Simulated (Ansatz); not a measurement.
The structure in question:

Space group Fm-3m (No. 225). a = 5.337 Å, b = 5.337 Å, c = 5.337 Å, α = 90.00°, β = 90.00°, γ = 90.00°
```tsv
atom	site	symmetry	x	y	z
Al	8c	-43m	0.2500	0.2500	0.7500
Cu	4a	m-3m	0.0000	0.5000	0.5000
```

Question: What crystal do these data define?

Answer: Its composition is Al₂Cu. The atoms follow space group Fm-3m (No. 225); the Bravais lattice is face-centred cubic. It belongs to the family called antifluorite. Cell content: 8 Al, 4 Cu, that is 4 formula units. The neighbours of Al are four Cu in a tetrahedral arrangement at 2.31 Å. Cu bonds to eight Al in a cubic arrangement at 2.31 Å. The bonds build a three-dimensional framework.

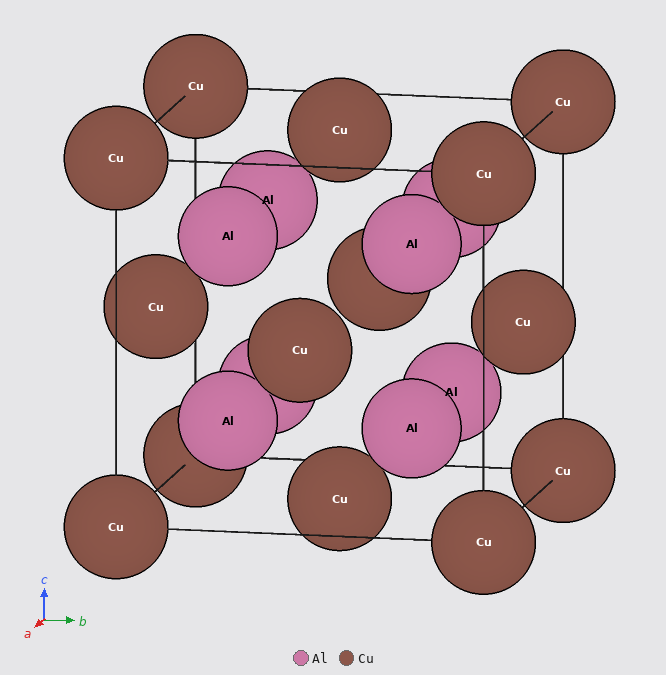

The crystal in a spheres-only representation, seen slightly off an axis. Thin lines show the conventional unit cell, with boundary atoms drawn in all their periodic places.

Provenance: a structure listed in the Materials Project. The cell was then strained or its atoms displaced on purpose. The atoms were relaxed in a fixed cell with DFT PBEsol, scalar-relativistic, plane waves, PAW (Ansatz).

At this level of theory the cell isn't at rest (compressed, at 35 GPa), so its distances can differ from those at equilibrium, the more so the softer the solid.
